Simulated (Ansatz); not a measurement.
Run report: HfO2, single-point calculation (part 2 of 2)

Continued. System: HfO2 (27 atoms in the cell). Method: DFT, PBEsol, plane waves, PAW, no spin polarisation (Ansatz 0.2.0); cutoff 420 eV, 1×1×4 k-mesh, Gaussian smearing of 0.05 eV. The structure derives from an entry of the Crystallography Open Database.

Output, continued
```
  k-point 0: bands = ["-62.7114", "-62.7010", "-62.5785", "-62.5658", "-62.5610", "-62.5233", "-62.5048", "-62.5032", "-62.4463", "-32.0390", "-31.8252", "-31.8015", "-31.7403", "-31.7179", "-31.7088", "-31.6918", "-31.6298", "-31.6160", "-31.5391", "-31.5382", "-31.5370", "-31.4955", "-31.4924", "-31.4613", "-31.4437", "-31.4160", "-31.3652", "-31.3610", "-31.3425", "-31.3019", "-31.2368", "-31.2333", "-31.1959", "-31.1080", "-31.0332", "-31.0283", "-20.1726", "-19.7377", "-19.5007", "-18.9718",
      "-18.8264", "-18.6404", "-18.6085", "-18.1522", "-18.1367", "-17.9677", "-17.8759", "-17.8202", "-17.7018", "-17.7011", "-17.6254", "-17.5706", "-17.4155", "-17.2920", "-12.6527", "-12.6483", "-12.6390", "-12.6320", "-12.5850", "-12.5671", "-12.5534", "-12.5452", "-12.5428", "-12.5366", "-12.5045", "-12.5013", "-12.4947", "-12.4894", "-12.4862", "-12.4845", "-12.4730", "-12.4701", "-12.4664", "-12.4657", "-12.4637", "-12.4589", "-12.4498", "-12.4491", "-12.4462", "-12.4428",
      "-12.4428", "-12.4392", "-12.4353", "-12.4322", "-12.4178", "-12.4162", "-12.4110", "-12.4109", "-12.4090", "-12.4048", "-12.4004", "-12.3827", "-12.3781", "-12.3709", "-12.3686", "-12.3653", "-12.3627", "-12.3618", "-12.3561", "-12.3552", "-12.3481", "-12.3414", "-12.3396", "-12.3309", "-12.3297", "-12.3219", "-12.3109", "-12.3101", "-12.2973", "-12.2802", "-12.2698", "-12.2510", "-12.2452", "-12.2317", "-12.2315", "-12.2038", "-12.1685", "-7.3713", "-7.3475", "-7.0192",
      "-6.9444", "-6.8042", "-6.7652", "-6.4191", "-6.1366", "-6.0510", "-5.9250", "-5.8533", "-5.6854", "-5.6390", "-5.5909", "-5.2482", "-5.1774", "-5.1011", "-5.0339", "-5.0086", "-4.9040", "-4.8396", "-4.6759", "-4.6585", "-4.5885", "-4.5039", "-4.4300", "-4.2752", "-4.2618", "-4.2237", "-3.9983", "-3.9952", "-3.9187", "-3.8264", "-3.6923", "-3.6298", "-3.6225", "-3.5897", "-3.4618", "-3.3997", "-3.3901", "-3.2825", "-3.1899", "-3.1510",
      "-3.0895", "-3.0816", "-3.0491", "-2.9592", "-2.8897", "-2.8261", "-2.7392", "-2.7079", "-2.4833", "-2.4634", "-2.2921", "1.3327", "1.8577", "1.8677", "2.1262", "2.2005", "2.2277", "2.3015", "2.5576", "2.6350", "2.6418", "2.7584", "2.8494", "2.8750", "2.9903", "3.0966", "3.1188", "3.2509", "3.4419", "3.5015", "3.5099", "3.5852", "3.7347", "3.7372", "3.8800", "4.0564", "4.0908", "4.1358", "4.2265", "4.2524",
      "4.3141", "4.3363", "4.5712"]
  k-point 1: bands = ["-62.7114", "-62.7010", "-62.5782", "-62.5661", "-62.5610", "-62.5233", "-62.5048", "-62.5032", "-62.4462", "-32.0347", "-31.8385", "-31.7957", "-31.7607", "-31.7367", "-31.6999", "-31.6952", "-31.6328", "-31.6106", "-31.5351", "-31.5350", "-31.5116", "-31.4987", "-31.4755", "-31.4591", "-31.4285", "-31.4240", "-31.3694", "-31.3636", "-31.3373", "-31.2844", "-31.2414", "-31.2343", "-31.1990", "-31.1286", "-31.0405", "-31.0294", "-20.1420", "-19.7738", "-19.4819", "-18.9849",
      "-18.7859", "-18.6452", "-18.6041", "-18.1804", "-18.1552", "-18.0299", "-17.8812", "-17.7855", "-17.7077", "-17.7030", "-17.6688", "-17.5782", "-17.3300", "-17.2782", "-12.6527", "-12.6483", "-12.6390", "-12.6319", "-12.5847", "-12.5671", "-12.5537", "-12.5451", "-12.5428", "-12.5366", "-12.5045", "-12.5016", "-12.4945", "-12.4901", "-12.4863", "-12.4845", "-12.4733", "-12.4702", "-12.4690", "-12.4655", "-12.4619", "-12.4581", "-12.4506", "-12.4492", "-12.4458", "-12.4434",
      "-12.4426", "-12.4390", "-12.4355", "-12.4318", "-12.4220", "-12.4129", "-12.4113", "-12.4100", "-12.4078", "-12.4045", "-12.4011", "-12.3826", "-12.3767", "-12.3749", "-12.3703", "-12.3654", "-12.3634", "-12.3569", "-12.3551", "-12.3542", "-12.3472", "-12.3410", "-12.3397", "-12.3319", "-12.3299", "-12.3226", "-12.3118", "-12.3091", "-12.2978", "-12.2802", "-12.2695", "-12.2514", "-12.2451", "-12.2317", "-12.2311", "-12.2043", "-12.1690", "-7.4617", "-7.2200", "-7.0495",
      "-7.0103", "-6.7539", "-6.7493", "-6.4064", "-6.0960", "-6.0233", "-5.8837", "-5.8603", "-5.6966", "-5.5966", "-5.5454", "-5.2908", "-5.1775", "-5.1357", "-5.0188", "-4.9952", "-4.9870", "-4.7861", "-4.7768", "-4.6660", "-4.4983", "-4.4828", "-4.4263", "-4.3159", "-4.2981", "-4.1961", "-4.0874", "-4.0268", "-3.9041", "-3.8918", "-3.7538", "-3.7236", "-3.6639", "-3.6503", "-3.4421", "-3.4391", "-3.3009", "-3.2822", "-3.1801", "-3.1478",
      "-3.1190", "-3.0194", "-2.9975", "-2.8893", "-2.8592", "-2.7961", "-2.7319", "-2.6613", "-2.5868", "-2.4614", "-2.2116", "1.4522", "1.8406", "1.8523", "2.1063", "2.1912", "2.2411", "2.2671", "2.5052", "2.5349", "2.6428", "2.7987", "2.8553", "2.8635", "3.0014", "3.0359", "3.1923", "3.3023", "3.4381", "3.4721", "3.5961", "3.6484", "3.7238", "3.8022", "3.8616", "3.9425", "4.0769", "4.1471", "4.1579", "4.2608",
      "4.4049", "4.4506", "4.5928"]
  k-point 2: bands = ["-62.7114", "-62.7010", "-62.5780", "-62.5664", "-62.5610", "-62.5233", "-62.5048", "-62.5032", "-62.4462", "-32.0300", "-31.8504", "-31.7898", "-31.7833", "-31.7464", "-31.6979", "-31.6941", "-31.6354", "-31.5911", "-31.5435", "-31.5361", "-31.5060", "-31.5004", "-31.4645", "-31.4573", "-31.4294", "-31.4024", "-31.3603", "-31.3544", "-31.3331", "-31.2792", "-31.2416", "-31.2387", "-31.2000", "-31.1567", "-31.0528", "-31.0257", "-20.1055", "-19.8138", "-19.4645", "-18.9981",
      "-18.7359", "-18.6531", "-18.5996", "-18.2384", "-18.1583", "-18.0748", "-17.8874", "-17.7490", "-17.7291", "-17.7027", "-17.6836", "-17.5862", "-17.2695", "-17.2653", "-12.6527", "-12.6483", "-12.6391", "-12.6318", "-12.5844", "-12.5671", "-12.5539", "-12.5451", "-12.5427", "-12.5366", "-12.5041", "-12.5023", "-12.4943", "-12.4908", "-12.4864", "-12.4846", "-12.4735", "-12.4712", "-12.4697", "-12.4654", "-12.4610", "-12.4573", "-12.4511", "-12.4495", "-12.4459", "-12.4434",
      "-12.4425", "-12.4383", "-12.4365", "-12.4315", "-12.4238", "-12.4127", "-12.4108", "-12.4090", "-12.4066", "-12.4038", "-12.4020", "-12.3825", "-12.3770", "-12.3743", "-12.3726", "-12.3658", "-12.3654", "-12.3562", "-12.3543", "-12.3494", "-12.3463", "-12.3406", "-12.3399", "-12.3326", "-12.3289", "-12.3250", "-12.3137", "-12.3074", "-12.2982", "-12.2803", "-12.2692", "-12.2517", "-12.2450", "-12.2316", "-12.2308", "-12.2048", "-12.1694", "-7.4118", "-7.3094", "-7.0720",
      "-7.0712", "-6.7142", "-6.5996", "-6.3880", "-6.0612", "-6.0117", "-5.9032", "-5.7613", "-5.7357", "-5.6085", "-5.4781", "-5.4364", "-5.2458", "-5.1798", "-5.0071", "-4.9218", "-4.8828", "-4.8117", "-4.7571", "-4.6917", "-4.5316", "-4.4798", "-4.4518", "-4.3553", "-4.2680", "-4.1923", "-4.1893", "-4.0048", "-3.9504", "-3.9363", "-3.8744", "-3.7553", "-3.6524", "-3.6179", "-3.4624", "-3.4096", "-3.3497", "-3.2780", "-3.1456", "-3.1380",
      "-3.1276", "-2.9729", "-2.9281", "-2.9150", "-2.8697", "-2.8109", "-2.7453", "-2.6014", "-2.5509", "-2.4662", "-2.1627", "1.6144", "1.7863", "1.8416", "2.0972", "2.1254", "2.2504", "2.2554", "2.4719", "2.5239", "2.6535", "2.7392", "2.8159", "2.8964", "2.9810", "3.0134", "3.3031", "3.3561", "3.4752", "3.5037", "3.6130", "3.6354", "3.7173", "3.7245", "3.8209", "3.9023", "4.1326", "4.1378", "4.1872", "4.3681",
      "4.4875", "4.5436", "4.6164"]
```

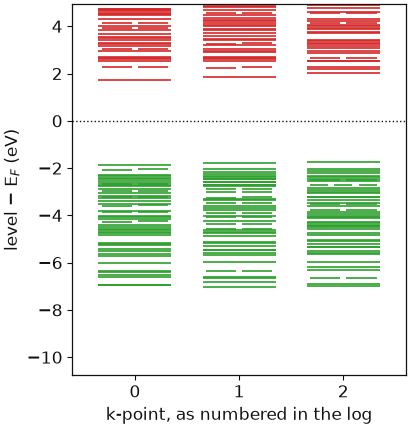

Fig. 1: Kohn–Sham levels near the Fermi level (dotted) at the few k-points that the log prints; levels within 0.02 eV of each other stand side by side. Among these points the highest filled and lowest empty levels are 3.50 eV apart, which is the gap on the mesh.
